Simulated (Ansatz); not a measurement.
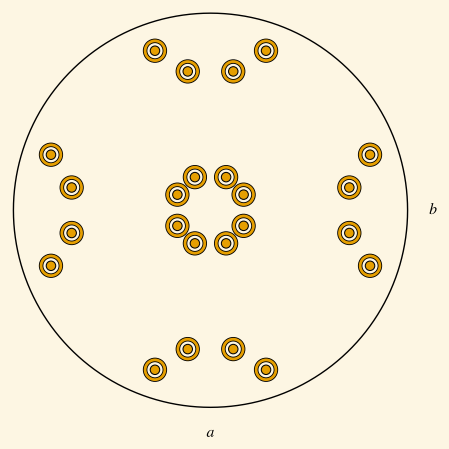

Stereographic projection: filled dots lie in the upper hemisphere, open rings in the lower. The c axis points at the viewer. The poles are all faces of one general form. Computed from the symmetry operations of a computed or model structure of composition HfO2.

Identify the point group and its elements.

Answer. m-3m (Oh), order 48, cubic system: three fourfold axes, four threefold axes, six twofold axes, nine mirror planes, an inversion centre.

Can such a crystal be piezoelectric, pyroelectric or chiral?

Answer. It is centrosymmetric, so neither piezoelectric nor pyroelectric; it is not chiral.
